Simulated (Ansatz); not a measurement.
## Geometry relaxation of Ti

System: Ti (Fm-3m, 1 atom in the cell).
Method: DFT r2SCAN, scalar-relativistic, plane waves, PAW, no spin polarisation (Ansatz 0.2.0).

The structure derives from an entry of the Crystallography Open Database. Figures and captions count atoms from 1; the log counts them from 0 in places.

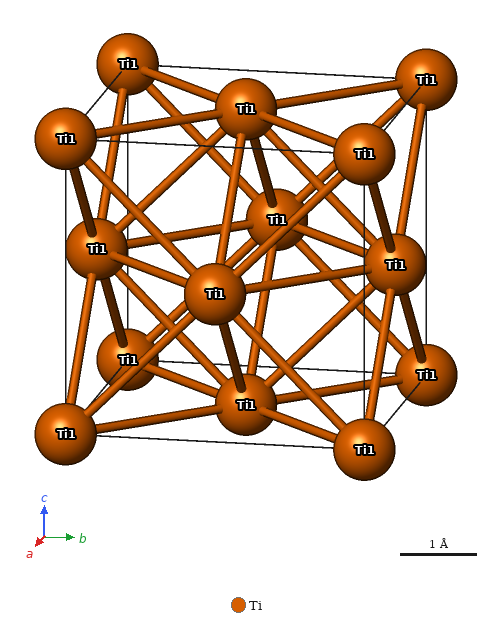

**Figure 1.** The input geometry (ball-and-stick view of the cell 4 times as large as that of the calculation, set on its symmetry axes, seen slightly off an axis; atoms are numbered from 1 in the order of the input). An atom can appear more than once, as a periodic image. Near neighbours in the periodic cell (some may lie outside the picture): Ti has 12 Ti at 2.87 Å.

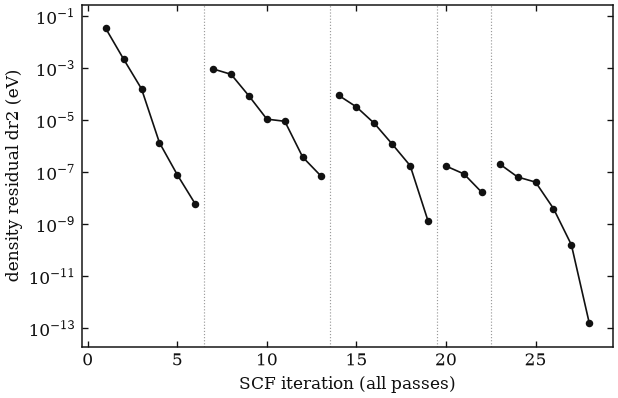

**Figure 2.** Convergence of the self-consistent field: density residual dr2 against the SCF iteration. The dotted lines part the SCF passes of the relaxation: geometry steps, rejected trials and re-solves on a re-selected basis. The 5 passes take 3 to 7 iterations each, 28 in all.

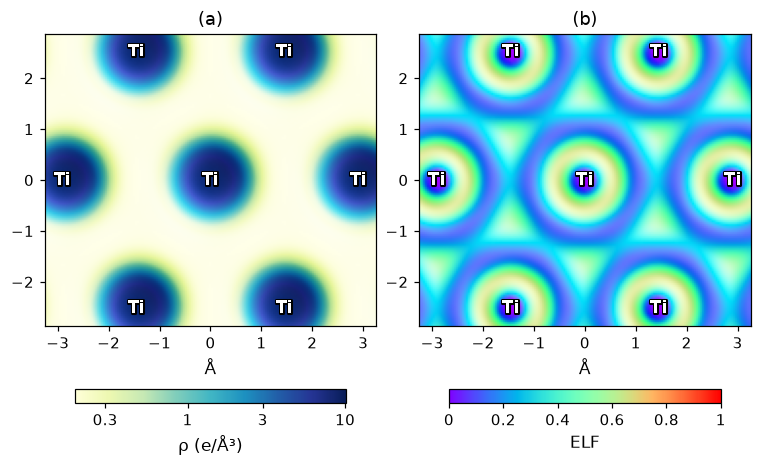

**Figure 3.** (a) valence pseudo-density; (b) electron localisation function on the (111) plane of the conventional cell. Ti–Ti (2.91 Å): ρ at the midpoint is about 0.19 e/Å³; the ELF is about 0.25 at the midpoint; no shared electron pair. Away from the nuclei the density in this plane falls to 0.19 e/Å³ at its lowest. The strong features right at Ti lie inside the PAW spheres (semicore, d or f shells) and say nothing about bonding. Core electrons are frozen (PAW), so the fields are smoothed inside the atomic spheres.

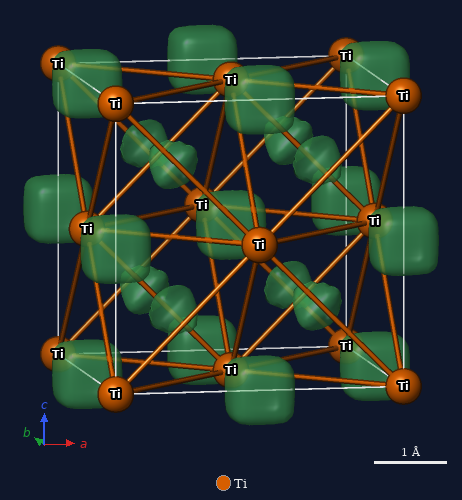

**Figure 4.** Isosurface of the electron localisation function at 0.6 (green), seen slightly off an axis. Core shells and regions of very low density are left out. Sticks mark near contacts. The outline is the cell set on symmetry axes. Profiles from the grid: Ti–Ti (2.91 Å): the ELF is about 0.25 at the midpoint (no shared electron pair).

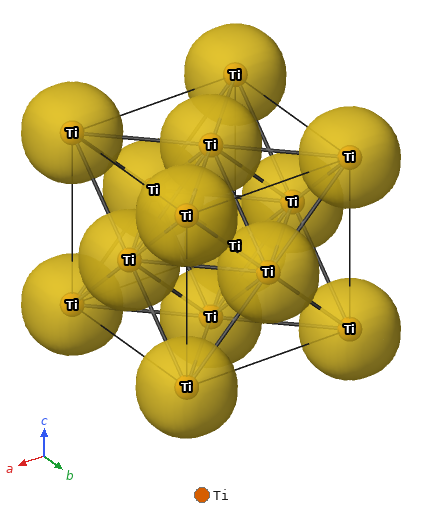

**Figure 5.** Isosurface of the valence pseudo-density at 0.3 e/Å³ (yellow), seen at an oblique angle. Sticks mark near contacts. The outline is the cell set on symmetry axes. At this value the density breaks into separate islands; it holds about 80 % of the electrons treated as valence (semicore included). It is pinched off along the Ti–Ti (2.91 Å) contacts. On the grid the lowest density along these lines, outside the cores, is 0.19 e/Å³ (Ti–Ti, 2.91 Å).

The input and output of the run follow.

**Input**
```yaml
crystal:
  lattice:
    - [0.0, 2.03, 2.03]
    - [2.03, 0.0, 2.03]
    - [2.03, 2.03, 0.0]
  atoms:
    - { symbol: Ti, position: [0.0, 0.0, 0.0] }
basis:
  ecutwfc: 500
kpoints:
  mp_grid: { grid: [18, 18, 18] }
hamiltonian:
  xc: r2scan
scf:
  occupations: { method: gaussian, width: 0.1 }
output:
  forces: true
  stress: true
  eigenvalues: true
  write_density: true
  write_potential: true
  elf: true
  volumetric_format: npy
relax:
  adjacent_minimum: "off"
  f_tol: 0.005
  max_steps: 80
  cell: { stress_tol: 0.05 }
```

Command:
```bash
ansatz run input.yaml --threads 2 --pin off --max-ram 5120MiB --backend cpu --events-out ev --progress --plain --runs-dir out
```

**What the program printed**
```
Engine: ansatz 0.2.0, x86_64-unknown-linux-gnu
Pseudopotentials: kind: paw
Pseudopotential: Ti, paw, valence charge 12, recommended cutoff 500 eV (meta_gga), Ti.paw.azcp
Functional definition: r2SCAN
  parameter k0 = 0.174
  parameter k1 = 0.065
  parameter a1 = 4.9479
  exchange = r2scan_x(k0 = k0, k1 = k1, a1 = a1)
  correlation = r2scan_c
Crystal: 1 atoms, lattice volume = 16.731 Å³
Basis set: ecut = 500 eV, 411 PW (Γ), exchange–correlation on 96×96×96 points (64 copies of the dense FFT grid, shifted against one another)
Bands: 10, of which v1, the nominal top of the filled ones, is band 6 counted from 1 (5 counted from 0)
Symmetry: 48 space group operations
Space group: Fm-3m (ITA 225), of the structure as read, at distance tolerance 2.6e-5 Å
k-points: 195 of 5832
Non-local potential: Ti, projectors of the file, l = 0: 3, l = 1: 2, l = 2: 3, l = 3: 1
PAW form: soft (Blöchl's): semilocal exchange-correlation on the pseudo side does not see the compensation charge
PAW frozen core: Ti, regenerated for the run's functional (the file was generated under x = pbe(κ = 0.804, μ = 0.2195149727645171), c = pbe(β = 0.06672455060314922))
PAW one-centre angular grid: Ti, 590 points (default); XC on 160 Gauss nodes
Initial density: superposition of atomic densities (neutral atoms: chi_scale 0, normalization atom), corrected by the library's trained network
Initial wavefunctions: pseudopotential atomic-orbital guess
Functional: x = r2scan, c = r2scan; τ floored in thin density (d = 2e-4 eV/Å³)
SCF iter   1: F=—  HF=-2504.270859 eV  |F-HF|=—  |Δ(HF+E_count)|=         —  Δρ=1.51e-2  dr2=3.47e-2  dr2_τ=9.07e-3  ethr=1.77e-3  ⟨swp⟩=4.4  Hψ=10572  notcnv=0
preconditioner: auto → none  [metal: Δε(μ)=0.010 eV  Ē_g=4.679 eV  σ=0.100 eV  W_gap=0.06  n_scr=0 (ndim 8)  ℏωp=18.2 eV  f_vac=0.000  D(μ)=1.41/eV (n_scr^D=14)]
SCF iter   2: F=—  HF=-2504.294019 eV  |F-HF|=—  |Δ(HF+E_count)|=   2.32e-2  Δρ=4.68e-3  dr2=2.28e-3  dr2_τ=7.69e-4  ethr=2.89e-4  ⟨swp⟩=2.8  Hψ=5279  notcnv=0  defer=11
SCF iter   3: F=—  HF=-2504.293716 eV  |F-HF|=—  |Δ(HF+E_count)|=   3.04e-4  Δρ=1.75e-3  dr2=1.64e-4  dr2_τ=6.90e-5  ethr=1.90e-5  ⟨swp⟩=3.0  Hψ=3817  notcnv=0  defer=11
SCF iter   4: F=—  HF=-2504.294158 eV  |F-HF|=—  |Δ(HF+E_count)|=   4.42e-4  Δρ=1.39e-4  dr2=1.40e-6  dr2_τ=4.31e-7  ethr=1.37e-6  ⟨swp⟩=2.0  Hψ=3088  notcnv=0  defer=11
SCF iter   5: F=—  HF=-2504.294163 eV  |F-HF|=—  |Δ(HF+E_count)|=   5.64e-6  Δρ=3.10e-5  dr2=8.08e-8  dr2_τ=9.08e-9  ethr=1.16e-8  ⟨swp⟩=2.3  Hψ=2901  notcnv=0  defer=11
SCF iter   6: F=-2504.294163 eV  HF=-2504.294163 eV  |F-HF|=1.24e-8  |Δ(HF+E_count)|=   1.33e-7  Δρ=7.87e-6  dr2=6.14e-9  dr2_τ=8.58e-10  ethr=6.73e-10  ⟨swp⟩=5.2  Hψ=9900  notcnv=0
SCF 1 converged in 6 iterations: F = -2504.294163 eV  dr2 = 6.14e-9
  greatest PAW one-centre occupation: 1.000 electrons in one spin orbital (limit 2), on the Ti atom at site 0 (counted from 0), in its partial waves of l = 1
relax step   1: F+E_penalty+E_count = -2504.29416329 eV  Δ(F+E_penalty+E_count) = +0.000e0 eV  max|allowed force component| = 0.000e0 eV/Å  Δτ_max = 0.0000 Å  P = +4.395 GPa  Ω = 16.731 Å³  (6 SCF iters, dr2 threshold 1.00e-7 eV, accepted)
Crystal: 1 atoms, lattice volume = 17.882 Å³
Basis set: ecut = 500 eV, 459 PW (Γ), exchange–correlation on 96×96×96 points (64 copies of the dense FFT grid, shifted against one another)
Initial density: handed on by an earlier stage of this run
Initial wavefunctions: those handed on with the density
iter 1 solved again at ethr=7.60e-6 eV; its pass at ethr=3.10e-3 eV (dr2=9.12e-4 eV) is discarded
SCF iter   1: F=—  HF=-2504.236341 eV  |F-HF|=—  |Δ(HF+E_count)|=         —  Δρ=2.50e-3  dr2=9.52e-4  dr2_τ=3.46e-2  ethr=7.60e-6  ⟨swp⟩=1.2  Hψ=13392  notcnv=0
preconditioner: auto → none  [metal: Δε(μ)=0.022 eV  Ē_g=4.228 eV  σ=0.100 eV  W_gap=0.12  n_scr=0 (ndim 8)  ℏωp=17.6 eV  f_vac=0.000  D(μ)=1.51/eV (n_scr^D=14)]
SCF iter   2: F=—  HF=-2504.296753 eV  |F-HF|=—  |Δ(HF+E_count)|=   6.04e-2  Δρ=2.21e-3  dr2=5.93e-4  dr2_τ=4.91e-5  ethr=7.60e-6  ⟨swp⟩=2.0  Hψ=3901  notcnv=0
SCF iter   3: F=—  HF=-2504.296649 eV  |F-HF|=—  |Δ(HF+E_count)|=   1.04e-4  Δρ=9.73e-4  dr2=8.72e-5  dr2_τ=7.11e-6  ethr=4.94e-6  ⟨swp⟩=2.4  Hψ=2646  notcnv=0
SCF iter   4: F=—  HF=-2504.296743 eV  |F-HF|=—  |Δ(HF+E_count)|=   9.44e-5  Δρ=2.95e-4  dr2=1.12e-5  dr2_τ=1.10e-6  ethr=7.27e-7  ⟨swp⟩=2.0  Hψ=2936  notcnv=0
SCF iter   5: F=—  HF=-2504.296760 eV  |F-HF|=—  |Δ(HF+E_count)|=   1.71e-5  Δρ=2.93e-4  dr2=9.27e-6  dr2_τ=4.68e-7  ethr=9.30e-8  ⟨swp⟩=2.9  Hψ=3141  notcnv=0
SCF iter   6: F=—  HF=-2504.296760 eV  |F-HF|=—  |Δ(HF+E_count)|=   4.70e-7  Δρ=5.72e-5  dr2=3.88e-7  dr2_τ=1.63e-8  ethr=7.72e-8  ⟨swp⟩=2.1  Hψ=3074  notcnv=0
SCF iter   7: F=-2504.296760 eV  HF=-2504.296760 eV  |F-HF|=2.91e-8  |Δ(HF+E_count)|=   6.75e-9  Δρ=2.56e-5  dr2=7.51e-8  dr2_τ=3.81e-9  ethr=8.33e-10  ⟨swp⟩=7.8  Hψ=11667  notcnv=0
SCF 2 converged in 7 iterations: F = -2504.296760 eV  dr2 = 7.51e-8
relax step   2: F+E_penalty+E_count = -2504.29675999 eV  Δ(F+E_penalty+E_count) = -2.597e-3 eV  max|allowed force component| = 0.000e0 eV/Å  Δτ_max = 0.0000 Å  P = -3.152 GPa  Ω = 17.882 Å³  energy of the carried Pulay correction = -5.958e-4 eV  (7 SCF iters, dr2 threshold 1.00e-7 eV, accepted)
Crystal: 1 atoms, lattice volume = 17.383 Å³
iter 1 solved again at ethr=7.52e-7 eV; its pass at ethr=3.10e-3 eV (dr2=9.02e-5 eV) is discarded
SCF iter   1: F=—  HF=-2504.289609 eV  |F-HF|=—  |Δ(HF+E_count)|=         —  Δρ=8.76e-4  dr2=9.25e-5  dr2_τ=5.96e-3  ethr=7.52e-7  ⟨swp⟩=2.0  Hψ=13802  notcnv=0
preconditioner: auto → none  [metal: Δε(μ)=0.017 eV  Ē_g=4.410 eV  σ=0.100 eV  W_gap=0.09  n_scr=0 (ndim 8)  ℏωp=17.8 eV  f_vac=0.000  D(μ)=1.49/eV (n_scr^D=14)]
SCF iter   2: F=—  HF=-2504.302202 eV  |F-HF|=—  |Δ(HF+E_count)|=   1.26e-2  Δρ=6.12e-4  dr2=3.30e-5  dr2_τ=4.28e-6  ethr=7.52e-7  ⟨swp⟩=2.9  Hψ=3370  notcnv=0
SCF iter   3: F=—  HF=-2504.302215 eV  |F-HF|=—  |Δ(HF+E_count)|=   1.37e-5  Δρ=3.05e-4  dr2=7.68e-6  dr2_τ=9.03e-7  ethr=2.75e-7  ⟨swp⟩=2.5  Hψ=2731  notcnv=0
SCF iter   4: F=—  HF=-2504.302230 eV  |F-HF|=—  |Δ(HF+E_count)|=   1.50e-5  Δρ=1.04e-4  dr2=1.22e-6  dr2_τ=1.18e-7  ethr=6.40e-8  ⟨swp⟩=2.0  Hψ=2924  notcnv=0
SCF iter   5: F=—  HF=-2504.302231 eV  |F-HF|=—  |Δ(HF+E_count)|=   9.80e-7  Δρ=4.35e-5  dr2=1.82e-7  dr2_τ=7.16e-9  ethr=1.02e-8  ⟨swp⟩=2.5  Hψ=2915  notcnv=0
SCF iter   6: F=-2504.302232 eV  HF=-2504.302232 eV  |F-HF|=1.65e-10  |Δ(HF+E_count)|=   9.42e-8  Δρ=2.86e-6  dr2=1.34e-9  dr2_τ=5.89e-11  ethr=8.33e-10  ⟨swp⟩=8.1  Hψ=11305  notcnv=0
SCF 3 converged in 6 iterations: F = -2504.302232 eV  dr2 = 1.34e-9
relax step   3: F+E_penalty+E_count = -2504.30223151 eV  Δ(F+E_penalty+E_count) = -5.472e-3 eV  max|allowed force component| = 0.000e0 eV/Å  Δτ_max = 0.0000 Å  P = -0.137 GPa  Ω = 17.383 Å³  energy of the carried Pulay correction = -3.454e-4 eV  (6 SCF iters, dr2 threshold 1.00e-7 eV, accepted)
Crystal: 1 atoms, lattice volume = 17.360 Å³
iter 1 solved again at ethr=9.68e-10 eV; its pass at ethr=3.10e-3 eV (dr2=1.16e-7 eV) is discarded
SCF iter   1: F=—  HF=-2504.302227 eV  |F-HF|=—  |Δ(HF+E_count)|=         —  Δρ=3.93e-5  dr2=1.76e-7  dr2_τ=1.23e-5  ethr=9.68e-10  ⟨swp⟩=2.0  Hψ=12805  notcnv=0
preconditioner: auto → none  [metal: Δε(μ)=0.017 eV  Ē_g=4.401 eV  σ=0.100 eV  W_gap=0.09  n_scr=0 (ndim 8)  ℏωp=17.8 eV  f_vac=0.000  D(μ)=1.48/eV (n_scr^D=14)]
SCF iter   2: F=—  HF=-2504.302252 eV  |F-HF|=—  |Δ(HF+E_count)|=   2.46e-5  Δρ=3.00e-5  dr2=8.77e-8  dr2_τ=8.83e-9  ethr=9.68e-10  ⟨swp⟩=3.0  Hψ=3371  notcnv=0
SCF iter   3: F=-2504.302252 eV  HF=-2504.302252 eV  |F-HF|=3.25e-8  |Δ(HF+E_count)|=   1.56e-8  Δρ=1.44e-5  dr2=1.71e-8  dr2_τ=1.81e-9  ethr=3.93e-10  ⟨swp⟩=7.6  Hψ=11094  notcnv=0
SCF 4 converged in 3 iterations: F = -2504.302252 eV  dr2 = 1.71e-8
relax step   4: F+E_penalty+E_count = -2504.30225200 eV  Δ(F+E_penalty+E_count) = -2.049e-5 eV  max|allowed force component| = 0.000e0 eV/Å  Δτ_max = 0.0000 Å  P = +0.006 GPa  Ω = 17.360 Å³  energy of the carried Pulay correction = -3.340e-4 eV  (3 SCF iters, dr2 threshold 4.72e-8 eV, accepted)
Initial wavefunctions: pseudopotential atomic-orbital guess (no wavefunctions were taken with the density)
iter 1 solved again at ethr=5.88e-9 eV; its pass at ethr=3.10e-3 eV (dr2=7.06e-7 eV) is discarded
SCF iter   1: F=—  HF=-2504.302617 eV  |F-HF|=—  |Δ(HF+E_count)|=         —  Δρ=1.23e-4  dr2=2.10e-7  dr2_τ=2.02e-6  ethr=5.88e-9  ⟨swp⟩=3.1  Hψ=15783  notcnv=0
preconditioner: auto → none  [metal: Δε(μ)=0.017 eV  Ē_g=4.400 eV  σ=0.100 eV  W_gap=0.09  n_scr=0 (ndim 8)  ℏωp=17.8 eV  f_vac=0.000  D(μ)=1.48/eV (n_scr^D=14)]
SCF iter   2: F=—  HF=-2504.302619 eV  |F-HF|=—  |Δ(HF+E_count)|=   2.24e-6  Δρ=6.21e-5  dr2=6.67e-8  dr2_τ=1.36e-7  ethr=1.75e-9  ⟨swp⟩=2.9  Hψ=3082  notcnv=0
SCF iter   3: F=—  HF=-2504.302620 eV  |F-HF|=—  |Δ(HF+E_count)|=   7.28e-7  Δρ=1.51e-5  dr2=4.24e-8  dr2_τ=1.44e-9  ethr=5.56e-10  ⟨swp⟩=2.9  Hψ=2914  notcnv=0
SCF iter   4: F=—  HF=-2504.302620 eV  |F-HF|=—  |Δ(HF+E_count)|=   1.07e-8  Δρ=4.56e-6  dr2=4.08e-9  dr2_τ=1.17e-10  ethr=3.54e-10  ⟨swp⟩=2.3  Hψ=2499  notcnv=0
SCF iter   5: F=—  HF=-2504.302620 eV  |F-HF|=—  |Δ(HF+E_count)|=  1.85e-10  Δρ=1.10e-6  dr2=1.65e-10  dr2_τ=1.76e-11  ethr=3.40e-11  ⟨swp⟩=2.8  Hψ=3085  notcnv=0
SCF iter   6: F=-2504.302620 eV  HF=-2504.302620 eV  |F-HF|=0.00e0  |Δ(HF+E_count)|=  8.19e-11  Δρ=4.00e-8  dr2=1.59e-13  dr2_τ=4.56e-14  ethr=1.00e-12  ⟨swp⟩=3.5  Hψ=8050  notcnv=0
SCF 5 converged in 6 iterations: F = -2504.302620 eV  dr2 = 1.59e-13
relax step   5: F+E_penalty+E_count = -2504.30261988 eV  Δ(F+E_penalty+E_count) = -3.679e-4 eV  max|allowed force component| = 0.000e0 eV/Å  Δτ_max = 0.0000 Å  P = +0.021 GPa  Ω = 17.360 Å³  stress off target by 2.10e-2 GPa  SCF on the basis re-selected at this cell (its energy is not comparable with the rows above)  (6 SCF iters)
basis re-selected at this cell: Δ(F+E_penalty+E_count) = -3.679e-4 eV, ΔP = +0.015 GPa vs the last step (what re-selecting the basis moved, of the pressure what is left beyond the Pulay correction that the steps carried, after the strain that the cell walked since its last selection, with what the two solves' SCF thresholds leave and, on support functions, any second-order correction that the steps lacked; it is no measure of the basis error at this ecutwfc). This SCF's stress stands 2.10e-2 GPa from its target on what of the cell is left free (relax.cell.stress_tol is 5.00e-2 GPa) and its largest allowed force component is 0.00e0 eV/Å (relax.f_tol is 5.00e-3 eV/Å): within both
SCF converged after 6 iterations
Free energy (F): -2504.302620 eV
Harris-Foulkes:  -2504.302620 eV  (|F-HF|=0.00e0)
Internal energy: -2504.295212 eV  (E = F + TS)
E sigma→0 (E₀):  -2504.298916 eV
Entropy (-TS):   -0.007408 eV (-7.408 meV/atom)
Fermi energy:    13.250611 eV
--- Per-component energies (eV) ---
  E_band       = -170.463414
  E_kinetic    = 272.446297
  E_local      = -809.017093  (includes V_loc(G=0)·N_el)
  E_nonlocal   = 7.302790
  E_hartree    = 331.198101
  E_xc         = -92.789437
  E_vxc        = -132.669449  (∫ρ·V_xc dr)
  E_paw        = -1056.706276  (= ΣΔE_a)
  E_vpaw       = -180.072438  (= ΣTr[D̂ρ^β])
  E_aug_tail   = 0.000089  (compensation charges beyond the density's cutoff)
  E_vtau       = 9.150174  (kinetic-family band-sum trace: ∫τ·v_τ [+ j·A + Jᵃ·Aᵃ] dr)
  E_ewald      = -1156.476225
  E_core_change = -0.253457  (= ΣΔE_core)
  E_smearing   = -0.007408  (= −TS)
  E_closure    = -0.000000  (closes the sum)
  Σ components = -2504.302620   (vs F -2504.302620, Δ=0.00e0)
--- Forces (eV/Å), atoms counted from 1 ---
  atom   1  Ti    -0.00000000    -0.00000000    -0.00000000
  max |Σ_I F_I| component: 3.29e-32 eV/Å
--- Stress (GPa, compression-positive) ---
        0.020957       0.000000       0.000000
        0.000000       0.020957       0.000000
        0.000000       0.000000       0.020957
  P = ⅓ Tr σ = 0.0210 GPa (0.210 kbar)
--- Band table (eV; the first three rows and the last of 195) ---
  k-point 0: bands = ["-45.8173", "-20.6092", "-20.6092", "-20.6092", "6.7549", "14.2475", "14.2475", "14.2475", "16.0507", "16.0507"]
  k-point 1: bands = ["-45.8134", "-20.6309", "-20.6118", "-20.6118", "6.8597", "14.1793", "14.2852", "14.2852", "16.0252", "16.0252"]
  k-point 2: bands = ["-45.8024", "-20.6935", "-20.6196", "-20.6196", "7.1674", "13.9924", "14.3843", "14.3843", "15.9666", "15.9666"]
  k-point 194: bands = ["-45.6471", "-21.0927", "-21.0220", "-20.8617", "11.6465", "12.5533", "13.1434", "15.6943", "17.3142", "21.3760"]
--- Relaxed structure (4 steps of the walk, 4 accepted, 1 SCFs on fresh bases) ---
  F+E_penalty+E_count = -2504.30261988 eV   max|allowed force component| = 0.000e0 eV/Å   (the final SCF, on the basis selected at the relaxed cell)
  cell:  # Å, volume = 17.3605 Å³
    - [-1.0549012411854152e-33, 2.0551516167165125, 2.0551516167165125]
    - [2.0551516167165125, 1.5206500910672782e-34, 2.0551516167165125]
    - [2.0551516167165125, 2.0551516167165125, 6.783214018792254e-34]
  atoms:
    - { symbol: Ti, position: [0.0, 0.0, 0.0] }
```

**Trajectory as extended XYZ (Å, eV, eV/Å), 5 frames, from step=1 to step=5**
```
1
Lattice="0.0000 2.0300 2.0300 2.0300 0.0000 2.0300 2.0300 2.0300 0.0000" Properties=species:S:1:pos:R:3:forces:R:3 step=1 energy=-2504.29416 pressure_GPa=4.40
Ti    0.0000    0.0000    0.0000    0.0000   0.0000   0.0000
1
Lattice="0.0000 2.0755 2.0755 2.0755 0.0000 2.0755 2.0755 2.0755 0.0000" Properties=species:S:1:pos:R:3:forces:R:3 step=2 energy=-2504.29676 pressure_GPa=-3.15
Ti    0.0000    0.0000    0.0000    0.0000   0.0000   0.0000
1
Lattice="0.0000 2.0560 2.0560 2.0560 0.0000 2.0560 2.0560 2.0560 0.0000" Properties=species:S:1:pos:R:3:forces:R:3 step=3 energy=-2504.30223 pressure_GPa=-0.14
Ti    0.0000    0.0000    0.0000    0.0000   0.0000   0.0000
1
Lattice="0.0000 2.0552 2.0552 2.0552 0.0000 2.0552 2.0552 2.0552 0.0000" Properties=species:S:1:pos:R:3:forces:R:3 step=4 energy=-2504.30225 pressure_GPa=0.01
Ti    0.0000    0.0000    0.0000    0.0000   0.0000   0.0000
1
Lattice="0.0000 2.0552 2.0552 2.0552 0.0000 2.0552 2.0552 2.0552 0.0000" Properties=species:S:1:pos:R:3:forces:R:3 step=5 energy=-2504.30262 pressure_GPa=0.02
Ti    0.0000    0.0000    0.0000    0.0000   0.0000   0.0000
```

**Key numbers**

```tsv
quantity	value
outcome	converged
space group (tolerance 0.01 Å)	Fm-3m (225)
electrons treated	12
free energy	−2504.3026 eV
Fermi energy	13.251 eV
gap on the k-point mesh	none (metallic)
pressure	0.02 GPa
final volume	17.36 Å³
largest force (length of the vector) at the end	under 0.001 eV/Å
final cell	a = 2.906 Å, b = 2.906 Å, c = 2.906 Å, α = 60.00°, β = 60.00°, γ = 60.00°
hardware	2 threads of Intel Xeon (Granite Rapids), 192 GiB of memory available, shared host
wall time	6.5 s (CPU time 12 s)
peak memory	0.44 GiB
```
